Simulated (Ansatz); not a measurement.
Geometry relaxation, with input and output: Zn24O25 (charge −1) (part 1 of 3)

The run: geometry relaxation of Zn24O25 (defect cell, 49 atoms in the cell, total charge −1). Method and program: DFT PBE, scalar-relativistic, plane waves, PAW, spin-polarised (Ansatz 0.2.0).

The structure derives from a Materials Project entry. It belongs to a series of runs on one base structure; here: O interstitial, charge -1, atoms relaxed at the host's cell.

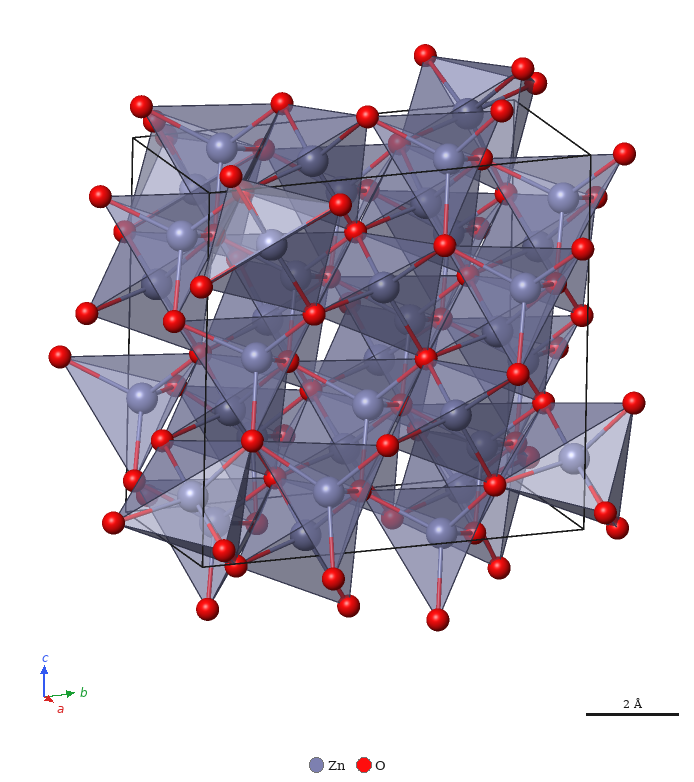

**Figure 1.** The starting structure (polyhedral view of the cell of the calculation, seen slightly off an axis; polyhedra are completed across the faces of the cell).

### Summary

- outcome: converged
- electrons treated: 439
- free energy: −93839.1883 eV
- Fermi energy: 7.209 eV
- gap on the k-point mesh: 0.05 eV
- net moment of the cell: 1.00 μB
- integrated absolute moment: 1.12 μB
- final volume: 591.59 Å³
- largest force (length of the vector) at the end: 0.012 eV/Å
- hardware: 4 threads of Arm Neoverse V1, 24 GiB of memory available, shared host
- wall time: 5 min (CPU time 20 min)
- peak memory: 3.1 GiB

### Input
```yaml
crystal:
  lattice:
    - [-3.2793907958, 5.6800714764, 5.2932332175]
    - [-3.2793907959, -5.6800714763, 5.2932332175]
    - [6.5587815918, -1.0e-10, 5.2932332175]
  atoms:
    - { symbol: Zn, position: [0.3342999604, 0.6689683614, 0.4943958672] }
    - { symbol: Zn, position: [0.6689683614, 0.4943958672, 0.3342999604] }
    - { symbol: Zn, position: [-0.0006817564, 0.8346330269, 0.6604810921] }
    - { symbol: Zn, position: [0.1678916215, 0.5165958225, 0.8276634395] }
    - { symbol: Zn, position: [0.5165958225, 0.8276634395, 0.1678916215] }
    - { symbol: Zn, position: [0.1676138558, 0.0029786869, 0.3276335955], spin: 0.1 }
    - { symbol: Zn, position: [0.4943958672, 0.3342999604, 0.6689683614] }
    - { symbol: Zn, position: [0.8346330269, 0.6604810921, -0.0006817564] }
    - { symbol: Zn, position: [0.8276634395, 0.1678916215, 0.5165958225] }
    - { symbol: Zn, position: [0.3276335955, 0.1676138558, 0.0029786869], spin: 0.1 }
    - { symbol: Zn, position: [0.6604810921, -0.0006817564, 0.8346330269] }
    - { symbol: Zn, position: [0.0029786869, 0.3276335955, 0.1676138558], spin: 0.1 }
    - { symbol: Zn, position: [0.3291123728, 0.5044118266, 0.1663804845] }
    - { symbol: Zn, position: [0.6583157041, 0.3392622294, 0.0005934389] }
    - { symbol: Zn, position: [0.0005934389, 0.6583157041, 0.3392622294] }
    - { symbol: Zn, position: [0.1663804845, 0.3291123728, 0.5044118266] }
    - { symbol: Zn, position: [0.4973144712, 0.6722029649, 0.8305944103] }
    - { symbol: Zn, position: [0.1654136089, 0.8453082107, 0.0027065805], spin: 0.1 }
    - { symbol: Zn, position: [0.5044118266, 0.1663804845, 0.3291123728] }
    - { symbol: Zn, position: [0.8305944103, 0.4973144712, 0.6722029649] }
    - { symbol: Zn, position: [0.8453082107, 0.0027065805, 0.1654136089], spin: 0.1 }
    - { symbol: Zn, position: [0.3392622294, 0.0005934389, 0.6583157041] }
    - { symbol: Zn, position: [0.6722029649, 0.8305944103, 0.4973144712] }
    - { symbol: Zn, position: [0.0027065805, 0.1654136089, 0.8453082107], spin: 0.1 }
    - { symbol: O, position: [0.4636854016, 0.7931152148, 0.6198363658] }
    - { symbol: O, position: [0.7931152148, 0.6198363658, 0.4636854016] }
    - { symbol: O, position: [0.1346755504, 0.9560145168, 0.7731761522] }
    - { symbol: O, position: [0.288871805, 0.6414175908, 0.9615699794] }
    - { symbol: O, position: [0.6414175908, 0.9615699794, 0.288871805] }
    - { symbol: O, position: [0.2977553111, 0.1279961762, 0.4545940927] }
    - { symbol: O, position: [0.6198363658, 0.4636854016, 0.7931152148] }
    - { symbol: O, position: [0.9560145168, 0.7731761522, 0.1346755504] }
    - { symbol: O, position: [0.9615699794, 0.288871805, 0.6414175908] }
    - { symbol: O, position: [0.4545940927, 0.2977553111, 0.1279961762] }
    - { symbol: O, position: [0.7731761522, 0.1346755504, 0.9560145168] }
    - { symbol: O, position: [0.1279961762, 0.4545940927, 0.2977553111] }
    - { symbol: O, position: [0.4646508314, 0.623912498, 0.2915826877] }
    - { symbol: O, position: [0.7938345296, 0.4538573891, 0.1271697104] }
    - { symbol: O, position: [0.1271697104, 0.7938345296, 0.4538573891] }
    - { symbol: O, position: [0.2915826877, 0.4646508314, 0.623912498] }
    - { symbol: O, position: [0.6299129684, 0.7891592821, 0.956931469] }
    - { symbol: O, position: [0.3171807587, 0.9563976763, 0.1342317453], spin: 0.1 }
    - { symbol: O, position: [0.623912498, 0.2915826877, 0.4646508314] }
    - { symbol: O, position: [0.956931469, 0.6299129684, 0.7891592821] }
    - { symbol: O, position: [0.9563976763, 0.1342317453, 0.3171807587], spin: 0.1 }
    - { symbol: O, position: [0.4538573891, 0.1271697104, 0.7938345296] }
    - { symbol: O, position: [0.7891592821, 0.956931469, 0.6299129684] }
    - { symbol: O, position: [0.1342317453, 0.3171807587, 0.9563976763], spin: 0.1 }
    - { symbol: O, position: [0.0463048657, 0.0463048657, 0.0463048657], spin: 0.1 }
  host:
    lattice:
      - [3.2793907959, 0.0, 0.0]
      - [-1.6396953979, 2.8400357382, 0.0]
      - [0.0, 0.0, 5.2932332175]
    atoms:
      - { symbol: Zn, position: [0.6666666667, 0.3333333333, 0.5006044103] }
      - { symbol: Zn, position: [0.3333333333, 0.6666666667, 0.0006044103] }
      - { symbol: O, position: [0.6666666667, 0.3333333333, 0.8797055897] }
      - { symbol: O, position: [0.3333333333, 0.6666666667, 0.3797055897] }
total_charge: -1
basis:
  ecutwfc: 420
  xc_grid: 2
kpoints:
  mp_grid: { grid: [2, 2, 2], shift: [0.5, 0.5, 0.5] }
hamiltonian:
  xc: pbe
scf:
  occupations: { method: gaussian, width: 0.01 }
output:
  forces: true
  stress: false
  eigenvalues: true
  populations: true
  charged_corrections:
    defect_position: [0.06944444, 0.06944444, 0.06944444]
    epsilon: [[10.5527, 0.0, 0.0], [0.0, 10.5527, 0.0], [0.0, 0.0, 11.5861]]
  write_density: true
  write_potential: true
  elf: true
  volumetric_format: npy
magnetization:
  spin_polarized: true
relax:
  adjacent_minimum: "off"
  f_tol: 0.025
  max_steps: 45
```

Run as:
```bash
ansatz run input.yaml --threads 4 --pin off --max-ram 6144MiB --backend cpu --events-out ev --progress --plain --runs-dir out
```

### What the program printed
```
Engine: ansatz 0.2.0, aarch64-unknown-linux-gnu
Pseudopotentials: kind: paw
Pseudopotential: Zn, paw, valence charge 12, recommended cutoff 420 eV (normal), Zn.paw.azcp
Pseudopotential: O, paw, valence charge 6, recommended cutoff 420 eV (normal), O.paw.azcp
Functional definition: PBE
  parameter kappa = 0.804
  parameter beta = 0.06672455060314922
  exchange = pbe_x(kappa = kappa, mu = beta*pi^2/3)
  correlation = pbe_c(beta = beta)
Crystal: 49 atoms, lattice volume = 591.588 Å³
Basis set: ecut = 420 eV, 11543 PW (Γ), exchange–correlation on 120×120×120 points (8 copies of the dense FFT grid, shifted against one another)
Bands: 269, of which v1, the nominal top of the filled ones, is band 220 counted from 1 (219 counted from 0)
Symmetry: 3 space group operations
Space group: R3 (ITA 146), of the structure as read, at distance tolerance 8.4e-5 Å
Magnetic group: BNS 146.10 (UNI 1240), of the structure as read, at distance tolerance 8.4e-5 Å
k-points: 2 of 8 (time reversal used)
Non-local potential: Zn, projectors of the file, l = 0: 2, l = 1: 2, l = 2: 3, l = 3: 1
Non-local potential: O, projectors of the file, l = 0: 2, l = 1: 2, l = 2: 1
PAW form: soft (Blöchl's): semilocal exchange-correlation on the pseudo side does not see the compensation charge
PAW one-centre angular grid: Zn, 590 points (default); XC on 64 Gauss nodes
PAW one-centre angular grid: O, 110 points (default); XC on 64 Gauss nodes
Initial density: superposition of atomic densities (chi_scale 0.1, normalization cell, long waves kept (reshape's long-wave potential 0.25 eV rms))
Starting moments: Σ|m| = 1 μB on 10 of 49 sites
Initial wavefunctions: pseudopotential atomic-orbital guess
Functional: x = pbe(κ = 0.804, μ = 0.2195149727645171), c = pbe(β = 0.06672455060314922)
SCF iter   1: F=—  HF=-93847.839589 eV  |F-HF|=—  |Δ(HF+E_count)|=         —  Δρ=4.95e-2 (↑4.47e-2 ↓4.95e-2)  dr2=2.76e1  dr2_m=3.38e-1  M=1.000 μB ∫|m|=1.027 μB  β_m=0.30  ethr=3.10e-3  ⟨swp⟩=5.8  Hψ=3831  notcnv=0  defer=2
preconditioner: auto → Resta (q_TF=auto, 2.596 Å⁻¹)  ε∞=6.5  [insulator: Δε(μ)=0.035 eV  Ē_g=13.594 eV  σ=0.010 eV  W_gap=0.98  n_scr=172 (ndim 8)  ℏωp=32.0 eV  f_vac=0.002  D(μ)=2.66/eV (n_scr^D=6)  ε∞_Penn≈6.5]
spin=Collinear: Resta preconditioning applied to the charge; magnetization (m = ρ↑ − ρ↓) channel mixes plain (no charge-response kernel on spin).
SCF iter   2: F=—  HF=-93841.474656 eV  |F-HF|=—  |Δ(HF+E_count)|=    6.36e0  Δρ=2.62e-2 (↑2.41e-2 ↓2.62e-2)  dr2=8.48e0  dr2_m=1.20e-1  M=1.000 μB ∫|m|=1.039 μB  β_m=0.30  ethr=3.10e-3  ⟨swp⟩=2.0  Hψ=2036  notcnv=0  defer=180
SCF iter   3: F=—  HF=-93839.374892 eV  |F-HF|=—  |Δ(HF+E_count)|=    2.10e0  Δρ=9.14e-3 (↑8.02e-3 ↓9.14e-3)  dr2=1.26e0  dr2_m=6.21e-2  M=1.000 μB ∫|m|=1.049 μB  β_m=0.30  ethr=1.93e-3  ⟨swp⟩=2.0  Hψ=1741  notcnv=0  defer=180
SCF iter   4: F=—  HF=-93838.896646 eV  |F-HF|=—  |Δ(HF+E_count)|=   4.78e-1  Δρ=4.30e-3 (↑4.13e-3 ↓4.30e-3)  dr2=2.58e-1  dr2_m=3.25e-2  M=1.000 μB ∫|m|=1.060 μB  β_m=0.30  ethr=2.87e-4  ⟨swp⟩=2.0  Hψ=1578  notcnv=0  defer=180
SCF iter   5: F=—  HF=-93839.026350 eV  |F-HF|=—  |Δ(HF+E_count)|=   1.30e-1  Δρ=3.59e-3 (↑3.59e-3 ↓3.10e-3)  dr2=7.96e-2  dr2_m=1.74e-2  M=1.000 μB ∫|m|=1.069 μB  β_m=0.30  ethr=5.88e-5  ⟨swp⟩=2.2  Hψ=1867  notcnv=0  defer=180
SCF iter   6: F=—  HF=-93839.064732 eV  |F-HF|=—  |Δ(HF+E_count)|=   3.84e-2  Δρ=1.58e-3 (↑1.58e-3 ↓1.52e-3)  dr2=6.70e-3  dr2_m=1.04e-2  M=1.000 μB ∫|m|=1.077 μB  β_m=0.30  ethr=1.81e-5  ⟨swp⟩=2.2  Hψ=1879  notcnv=0  defer=180
Mixer restart at iter 6: flushing history
spin-set hold released at iteration 6 (site moments contracting): the magnetisation degrees of freedom join the quasi-Newton model from the next iteration; the mixer history was flushed
SCF iter   7: F=—  HF=-93839.066665 eV  |F-HF|=—  |Δ(HF+E_count)|=   1.93e-3  Δρ=1.20e-3 (↑1.20e-3 ↓1.19e-3)  dr2=4.13e-3  dr2_m=6.14e-3  M=1.000 μB ∫|m|=1.083 μB  β_m=0.64  ethr=1.53e-6  ⟨swp⟩=2.0  Hψ=1684  notcnv=0  defer=180
SCF iter   8: F=—  HF=-93839.074571 eV  |F-HF|=—  |Δ(HF+E_count)|=   7.91e-3  Δρ=4.02e-4 (↑3.90e-4 ↓4.02e-4)  dr2=1.26e-3  dr2_m=3.06e-4  M=1.000 μB ∫|m|=1.102 μB  β_m=0.61  ethr=9.41e-7  ⟨swp⟩=2.0  Hψ=1792  notcnv=0  defer=180
SCF iter   9: F=—  HF=-93839.074898 eV  |F-HF|=—  |Δ(HF+E_count)|=   3.26e-4  Δρ=1.32e-4 (↑1.31e-4 ↓1.32e-4)  dr2=1.81e-4  dr2_m=5.48e-5  M=1.000 μB ∫|m|=1.107 μB  β_m=0.81  ethr=2.86e-7  ⟨swp⟩=2.0  Hψ=1679  notcnv=0  defer=180
SCF iter  10: F=—  HF=-93839.075052 eV  |F-HF|=—  |Δ(HF+E_count)|=   1.55e-4  Δρ=8.95e-5 (↑8.35e-5 ↓8.95e-5)  dr2=1.26e-4  dr2_m=2.88e-6  M=1.000 μB ∫|m|=1.109 μB  β_m=0.70  ethr=4.11e-8  ⟨swp⟩=2.0  Hψ=1775  notcnv=0  defer=180
SCF iter  11: F=—  HF=-93839.075047 eV  |F-HF|=—  |Δ(HF+E_count)|=   5.11e-6  Δρ=2.09e-5 (↑1.93e-5 ↓2.09e-5)  dr2=1.02e-5  dr2_m=2.99e-7  M=1.000 μB ∫|m|=1.110 μB  β_m=0.85  ethr=3.56e-9  ⟨swp⟩=14.5  Hψ=10577  notcnv=0
SCF iter  12: F=-93839.075062 eV  HF=-93839.075063 eV  |F-HF|=3.32e-7  |Δ(HF+E_count)|=   1.56e-5  Δρ=1.19e-5 (↑1.17e-5 ↓1.19e-5)  dr2=3.05e-6  dr2_m=1.32e-8  M=1.000 μB ∫|m|=1.110 μB  ethr=2.32e-9  ⟨swp⟩=10.0  Hψ=9498  notcnv=0
SCF 1 converged in 12 iterations: F = -93839.075062 eV  dr2 = 3.05e-6
  greatest PAW one-centre occupation: 0.988 electrons in one spin orbital (limit 2), on the Zn atom at site 17 (counted from 0), in its partial waves of l = 2
relax step   1: F+E_penalty+E_count = -93839.07506241 eV  Δ(F+E_penalty+E_count) = +0.000e0 eV  max|allowed force component| = 3.775e-1 eV/Å  Δτ_max = 0.0000 Å  (12 SCF iters, dr2 threshold 1.56e-5 eV, accepted)
Initial density: handed on by an earlier stage of this run
Starting moments: Σ|m| = 1 μB on 10 of 49 sites; this step starts from the density that it was given
Initial wavefunctions: those handed on with the density
iter 1 solved again at ethr=2.74e-6 eV; its pass at ethr=3.10e-3 eV (dr2=1.20e-2 eV) is discarded
SCF iter   1: F=—  HF=-93839.133493 eV  |F-HF|=—  |Δ(HF+E_count)|=         —  Δρ=1.69e-3 (↑1.04e-3 ↓1.69e-3)  dr2=1.25e-2  dr2_m=2.74e-3  M=1.000 μB ∫|m|=1.111 μB  β_m=0.30  ethr=2.74e-6  ⟨swp⟩=2.0  Hψ=3182  notcnv=0  defer=180
preconditioner: auto → Resta (q_TF=auto, 2.596 Å⁻¹)  ε∞=7.5  [insulator: Δε(μ)=0.052 eV  Ē_g=12.532 eV  σ=0.010 eV  W_gap=1.00  n_scr=172 (ndim 8)  ℏωp=32.0 eV  f_vac=0.038  D(μ)=0.09/eV (n_scr^D=0)  ε∞_Penn≈7.5]
spin=Collinear: Resta preconditioning applied to the charge; magnetization (m = ρ↑ − ρ↓) channel mixes plain (no charge-response kernel on spin).
SCF iter   2: F=—  HF=-93839.132085 eV  |F-HF|=—  |Δ(HF+E_count)|=   1.41e-3  Δρ=1.19e-3 (↑7.36e-4 ↓1.19e-3)  dr2=5.79e-3  dr2_m=1.48e-3  M=1.000 μB ∫|m|=1.111 μB  β_m=0.62  ethr=2.74e-6  ⟨swp⟩=1.8  Hψ=1289  notcnv=0  defer=180
SCF iter   3: F=—  HF=-93839.131479 eV  |F-HF|=—  |Δ(HF+E_count)|=   6.06e-4  Δρ=2.00e-4 (↑1.53e-4 ↓2.00e-4)  dr2=5.14e-4  dr2_m=3.35e-5  M=1.000 μB ∫|m|=1.111 μB  β_m=0.56  ethr=1.32e-6  ⟨swp⟩=2.0  Hψ=1754  notcnv=0  defer=180
SCF iter   4: F=—  HF=-93839.131416 eV  |F-HF|=—  |Δ(HF+E_count)|=   6.25e-5  Δρ=6.00e-5 (↑6.00e-5 ↓5.26e-5)  dr2=4.27e-5  dr2_m=7.18e-6  M=1.000 μB ∫|m|=1.111 μB  β_m=0.78  ethr=1.17e-7  ⟨swp⟩=2.0  Hψ=1692  notcnv=0  defer=180
SCF iter   5: F=—  HF=-93839.131435 eV  |F-HF|=—  |Δ(HF+E_count)|=   1.84e-5  Δρ=2.77e-5 (↑2.67e-5 ↓2.77e-5)  dr2=1.57e-5  dr2_m=1.31e-7  M=1.000 μB ∫|m|=1.111 μB  β_m=0.68  ethr=2.03e-9  ⟨swp⟩=17.0  Hψ=11155  notcnv=0
iter 6 did not close the SCF: its close was put off for a magnetic moment that had not settled (scf_convergence_deferred on its scf_iter line)
SCF iter   6: F=-93839.131431 eV  HF=-93839.131432 eV  |F-HF|=8.81e-7  |Δ(HF+E_count)|=   2.73e-6  Δρ=1.07e-5 (↑7.24e-6 ↓1.07e-5)  dr2=2.04e-6  dr2_m=6.83e-8  M=1.000 μB ∫|m|=1.112 μB  β_m=0.73  ethr=2.03e-9  ⟨swp⟩=10.0  Hψ=9656  notcnv=0
SCF iter   7: F=-93839.131432 eV  HF=-93839.131432 eV  |F-HF|=3.36e-8  |Δ(HF+E_count)|=   9.27e-8  Δρ=3.86e-6 (↑3.73e-6 ↓3.86e-6)  dr2=3.78e-7  dr2_m=6.24e-9  M=1.000 μB ∫|m|=1.112 μB  ethr=4.64e-10  ⟨swp⟩=6.2  Hψ=7225  notcnv=0
SCF 2 converged in 7 iterations: F = -93839.131432 eV  dr2 = 3.78e-7
[... from here on the iterations of each SCF are left out, up to the last one ...]
relax step   2: F+E_penalty+E_count = -93839.13143221 eV  Δ(F+E_penalty+E_count) = -5.637e-2 eV  max|allowed force component| = 2.864e-1 eV/Å  Δτ_max = 0.0398 Å  (7 SCF iters, dr2 threshold 8.91e-6 eV, accepted)
preconditioner: auto → Resta (q_TF=auto, 2.596 Å⁻¹)  ε∞=7.5  [insulator: Δε(μ)=0.053 eV  Ē_g=12.544 eV  σ=0.010 eV  W_gap=1.00  n_scr=172 (ndim 8)  ℏωp=32.0 eV  f_vac=0.039  D(μ)=0.07/eV (n_scr^D=0)  ε∞_Penn≈7.5]
spin=Collinear: Resta preconditioning applied to the charge; magnetization (m = ρ↑ − ρ↓) channel mixes plain (no charge-response kernel on spin).
SCF 3 converged in 7 iterations: F = -93839.173351 eV  dr2 = 1.85e-6
relax step   3: F+E_penalty+E_count = -93839.17335131 eV  Δ(F+E_penalty+E_count) = -4.192e-2 eV  max|allowed force component| = 2.005e-1 eV/Å  Δτ_max = 0.0770 Å  (7 SCF iters, dr2 threshold 5.13e-6 eV, accepted)
preconditioner: auto → Resta (q_TF=auto, 2.596 Å⁻¹)  ε∞=7.5  [insulator: Δε(μ)=0.051 eV  Ē_g=12.539 eV  σ=0.010 eV  W_gap=1.00  n_scr=172 (ndim 8)  ℏωp=32.0 eV  f_vac=0.039  D(μ)=0.13/eV (n_scr^D=0)  ε∞_Penn≈7.5]
spin=Collinear: Resta preconditioning applied to the charge; magnetization (m = ρ↑ − ρ↓) channel mixes plain (no charge-response kernel on spin).
SCF 4 converged in 7 iterations: F = -93839.187583 eV  dr2 = 3.07e-6
  greatest PAW one-centre occupation: 0.990 electrons in one spin orbital (limit 2), on the Zn atom at site 23 (counted from 0), in its partial waves of l = 2
relax step   4: F+E_penalty+E_count = -93839.18758307 eV  Δ(F+E_penalty+E_count) = -1.423e-2 eV  max|allowed force component| = 5.393e-2 eV/Å  Δτ_max = 0.1119 Å  (7 SCF iters, dr2 threshold 1.97e-5 eV, accepted)
SCF iter   1: F=—  HF=-93839.188539 eV  |F-HF|=—  |Δ(HF+E_count)|=         —  Δρ=4.80e-4 (↑3.23e-4 ↓4.80e-4)  dr2=1.36e-3  dr2_m=1.95e-4  M=1.000 μB ∫|m|=1.117 μB  β_m=0.30  ethr=3.13e-6  ⟨swp⟩=3.0  Hψ=2182  notcnv=0  defer=180
preconditioner: auto → Resta (q_TF=auto, 2.596 Å⁻¹)  ε∞=7.5  [insulator: Δε(μ)=0.054 eV  Ē_g=12.526 eV  σ=0.010 eV  W_gap=1.00  n_scr=172 (ndim 8)  ℏωp=32.0 eV  f_vac=0.039  D(μ)=0.06/eV (n_scr^D=0)  ε∞_Penn≈7.5]
spin=Collinear: Resta preconditioning applied to the charge; magnetization (m = ρ↑ − ρ↓) channel mixes plain (no charge-response kernel on spin).
SCF iter   2: F=—  HF=-93839.188353 eV  |F-HF|=—  |Δ(HF+E_count)|=   1.86e-4  Δρ=3.23e-4 (↑2.28e-4 ↓3.23e-4)  dr2=5.62e-4  dr2_m=1.01e-4  M=1.000 μB ∫|m|=1.117 μB  β_m=0.56  ethr=3.09e-7  ⟨swp⟩=2.0  Hψ=1250  notcnv=0  defer=180
SCF iter   3: F=—  HF=-93839.188263 eV  |F-HF|=—  |Δ(HF+E_count)|=   8.97e-5  Δρ=9.89e-5 (↑5.65e-5 ↓9.89e-5)  dr2=9.84e-5  dr2_m=8.67e-6  M=1.000 μB ∫|m|=1.117 μB  β_m=0.52  ethr=1.28e-7  ⟨swp⟩=2.0  Hψ=1726  notcnv=0  defer=180
SCF iter   4: F=—  HF=-93839.188250 eV  |F-HF|=—  |Δ(HF+E_count)|=   1.33e-5  Δρ=1.98e-5 (↑1.98e-5 ↓1.77e-5)  dr2=6.28e-6  dr2_m=6.24e-7  M=1.000 μB ∫|m|=1.117 μB  β_m=0.76  ethr=2.24e-8  ⟨swp⟩=2.0  Hψ=1773  notcnv=0  defer=180
SCF iter   5: F=—  HF=-93839.188252 eV  |F-HF|=—  |Δ(HF+E_count)|=   2.19e-6  Δρ=1.10e-5 (↑1.03e-5 ↓1.10e-5)  dr2=2.41e-6  dr2_m=1.26e-8  M=1.000 μB ∫|m|=1.117 μB  β_m=0.66  ethr=1.43e-9  ⟨swp⟩=2.0  Hψ=1774  notcnv=0  defer=180
SCF iter   6: F=—  HF=-93839.188252 eV  |F-HF|=—  |Δ(HF+E_count)|=   4.85e-7  Δρ=3.21e-6 (↑2.54e-6 ↓3.21e-6)  dr2=2.44e-7  dr2_m=1.83e-9  M=1.000 μB ∫|m|=1.117 μB  β_m=0.75  ethr=5.49e-10  ⟨swp⟩=2.0  Hψ=1754  notcnv=0  defer=180
SCF iter   7: F=-93839.188252 eV  HF=-93839.188252 eV  |F-HF|=1.11e-8  |Δ(HF+E_count)|=   2.64e-8  Δρ=1.29e-6 (↑1.29e-6 ↓1.29e-6)  dr2=4.70e-8  dr2_m=3.42e-10  M=1.000 μB ∫|m|=1.117 μB  ethr=2.28e-11  ⟨swp⟩=13.0  Hψ=7504  notcnv=0
SCF 5 converged in 7 iterations: F = -93839.188252 eV  dr2 = 4.70e-8
relax step   5: F+E_penalty+E_count = -93839.18825160 eV  Δ(F+E_penalty+E_count) = -6.685e-4 eV  max|allowed force component| = 1.005e-2 eV/Å  Δτ_max = 0.0108 Å  (7 SCF iters, accepted)
```

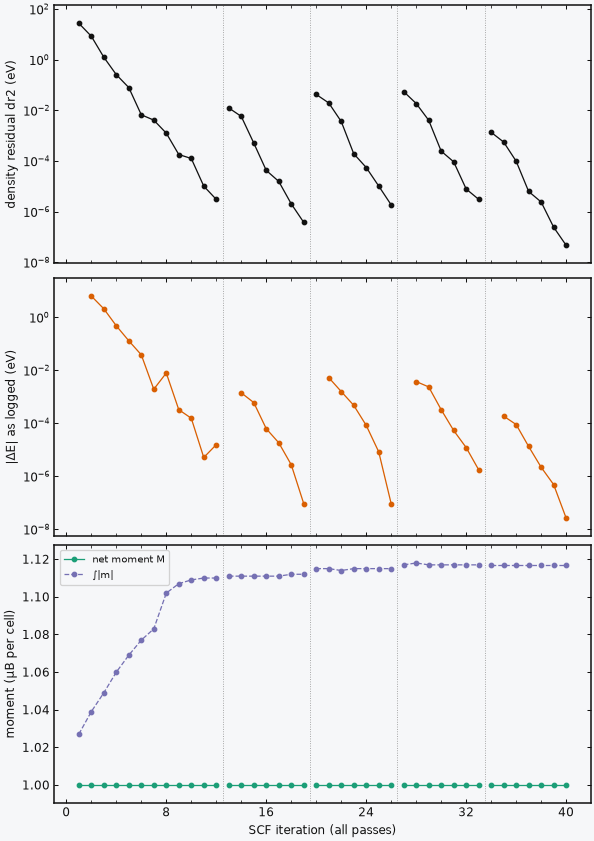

**Figure 2.** Convergence of the self-consistent field: density residual dr2, size of the energy change and magnetic moment against the SCF iteration. The dotted lines part the SCF passes of the relaxation: geometry steps, rejected trials and re-solves on a re-selected basis. The 5 passes take 7 to 12 iterations each, 40 in all. The net moment stays at 1.0 μB per cell.
